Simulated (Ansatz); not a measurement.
# ZrC/BP/Hf: predicting the conductance of a thicker barrier

Set-up. Ansatz 0.2.0, plane waves with PAW datasets, PBE. Interfaces are relaxed in a short slab (with D3(BJ) where the barrier is layered), set between ideal electrode layers that go on as semi-infinite leads, and the zero-bias conductance G at 300 K comes from T(E) on a typed mesh. The error is the largest of the program's estimates from energy step, mesh, the leads' potential steps and neutrality; its separate bound for narrow resonances between the energies solved isn't counted and can be far larger. The lower electrode is ZrC (rock salt 111), the upper Hf (hcp 0001) and the barrier BP (zinc blende 111), on a net of side 3.33 Å; d is the distance between the electrodes' last planes.

What is known so far:

| planes in the barrier | d (Å) | G (S/m²) | error (%) | lead step (meV) |
| --- | --- | --- | --- | --- |
| 4 | 7.26 | 4.18e11 | 90 | 27 |
| 6 | 9.86 | 1.54e11 | 58 | 8 |
| 8 | 12.46 | 5.32e10 | 57 | 27 |
| 10 | 15.06 | 2.03e10 | 56 | 8 |

Q: A further run has 12 planes, d = 17.67 Å. Fit G ∝ exp(−βd) to the rows shown and predict its conductance.

**Worked fit.** Take y = ln G: 26.76, 25.76, 24.70 and 23.73. The means are d = 11.16 Å and y = 25.24; Σ(Δd Δy) = −13.18 and Σ(Δd)² = 33.80, so the slope is −0.390 Å⁻¹ (β = 0.390 Å⁻¹). At d = 17.67 Å, y = 25.24 − 0.390 × 6.51 = 22.70, or G = 7.21e9 S/m².

What the calculation gave: The run gave 7.97e9 S/m², with an error estimate of 56 % and a lead step of 27 meV. The prediction is 0.905 times that, too low by 9 %. That lies within the runs' own error estimates, carried through the fit.

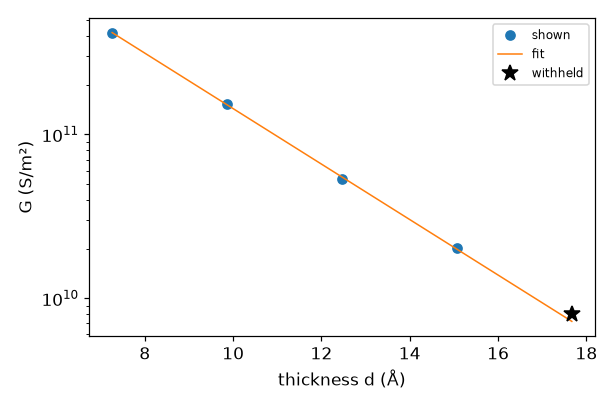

Fit and withheld run.

Caveats: The interfaces are ideal, one cell wide, strained to a common net and relaxed from one registry with their symmetry kept. PBE's gaps are too small, so true decay constants are likely larger where the Fermi level lies deep in a gap. No spin-orbit coupling, phonons, disorder or image charges enter. The rows shown are chosen by tests on error estimates (under 100 to 120 %), lead steps (under 150 meV, though the program warns over 25), intact interfaces and, for fits, a steady trend in the rows shown; the data set holds 414 series of this kind, and not all pass.
